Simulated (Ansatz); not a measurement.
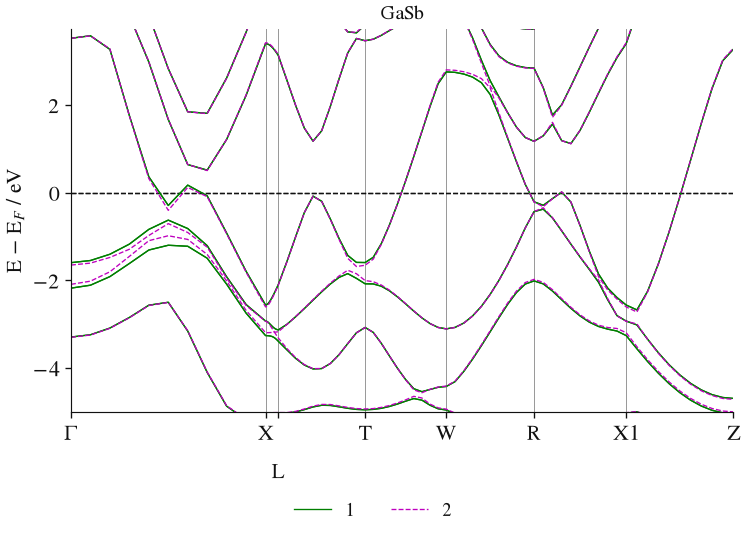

Band structures of GaSb, space group Immm (No. 71), 2 atoms in the primitive cell (a = 4.24 Å, b = 4.24 Å, c = 4.24 Å, α = 136.91°, β = 101.69°, γ = 93.85°), by two methods on the same cell. Each is counted from its own Fermi level.

**Which curve is which? The methods: LDA+SOC, LDA.**

1 is LDA+SOC; 2 is LDA. LDA+SOC gives a metal and LDA gives a metal. Spin-orbit coupling splits levels that are degenerate without it.

Settings. LDA+SOC: all-electron LAPW, relativistic spinors, spin-orbit coupling, no magnetisation, 7×7×7 k mesh, Fermi-Dirac smearing of 0.05 eV (Ansatz 0.2.0). LDA: all-electron LAPW, no spin polarisation, no spin-orbit coupling, 7×7×7 k mesh, Fermi-Dirac smearing of 0.05 eV (Ansatz).

In reduced coordinates of the cell that was run, X is (−0.322, 0.322, 0.322), L is (−0.286, 0.286, 0.359), T is (0, 0, 0.5), W is (0.25, 0.25, 0.25), R is (0, 0.5, 0), X1 is (0.322, 0.678, −0.322) and Z is (0.5, 0.5, −0.5). The cell is at −5 GPa in LDA and −5 GPa in LDA+SOC. The usual form of GaSb is zincblende.
